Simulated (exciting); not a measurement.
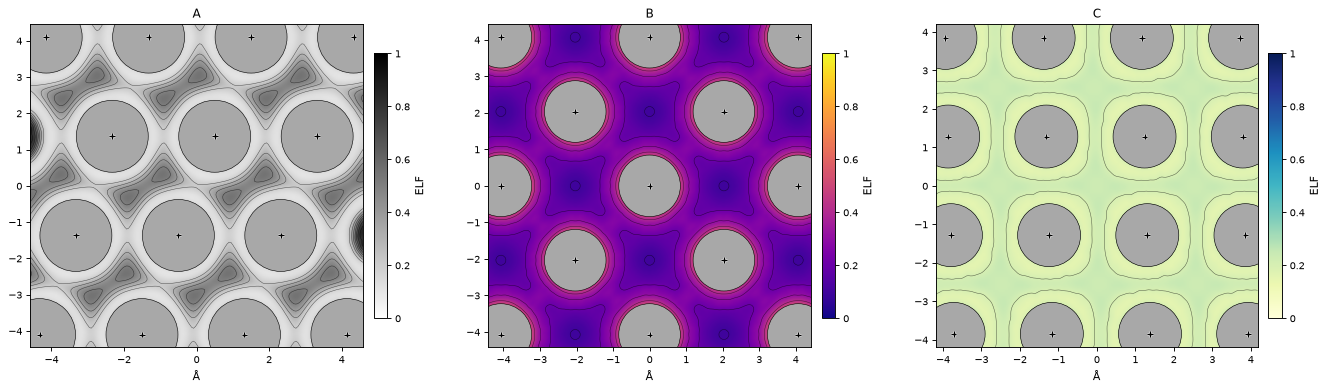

The electron localisation function of 3 systems, each on a plane through atoms (crosses mark nuclei in the plane; grey discs cover the cores).

All numbers below come from exciting, Kohn-Sham DFT of a periodic cell, PBE, all-electron LAPW+lo, shipped species files.

System 1: Ti, the (101̄) plane of the conventional cell. Space group P-1.

System 2: Cu, the (110) plane of the conventional cell. Space group P-1.

System 3: Au, the (010) plane of the conventional cell. Space group Fm-3m.

```
Au
1.0
     4.07000    0.00000    0.00000
     0.00000    4.07000    0.00000
     0.00000    0.00000    4.07000
Au
4
Direct
  0.00000 0.00000 0.00000
  0.50000 0.50000 0.00000
  0.50000 0.00000 0.50000
  0.00000 0.50000 0.50000
```

Match each panel to its system.

Panel A is system 1, Ti: the plane holds Ti. Ti–Ti (2.82 Å): the ELF is about 0.20 at the midpoint (no localised pair shows between them). Panel B is system 3, Au: the plane holds Au. Au–Au (2.88 Å): the ELF is about 0.25 at the midpoint; no shared electron pair shows on this line. Panel C is system 2, Cu: the plane holds Cu. Cu–Cu (2.55 Å): the ELF is about 0.20 at the midpoint; no shared electron pair shows on this line.
